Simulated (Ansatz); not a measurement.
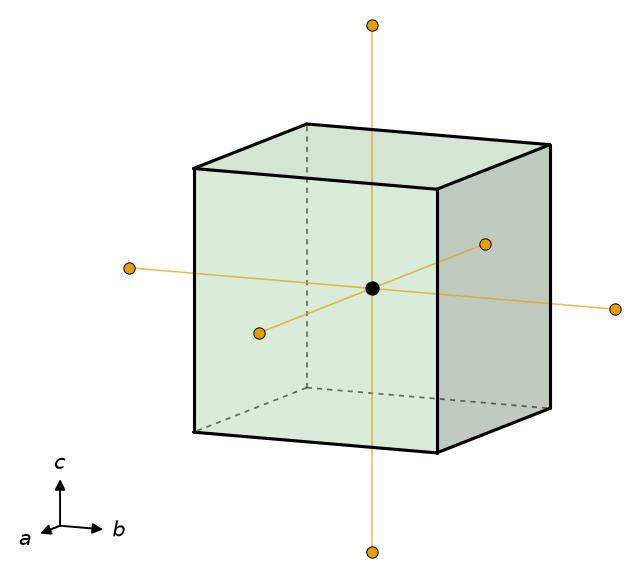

Crystal: RbBr, the input geometry of an electronic-structure calculation (not necessarily at equilibrium). The Wigner–Seitz cell of the crystal's lattice, with lines to the lattice points that define its faces. Geometry calculated from the standardised cell; symmetry tolerance 0.002 Å.

a = 4.126 Å, b = 4.126 Å, c = 4.126 Å, α = 90.00°, β = 90.00°, γ = 90.00°; lattice centring P.

Question: Describe the polyhedron.

Answer: A parallelepiped: 6 faces (6 with 4 edges), 12 edges, 8 vertices. Its volume is that of the primitive cell, 70.2 Å³.

Question: Which lattice vectors do the faces bisect?

Answer:
| example | length (Å) | faces | edges of each | area (Å²) |
| --- | --- | --- | --- | --- |
| a | 4.13 | 6 | 4 | 17.0 |
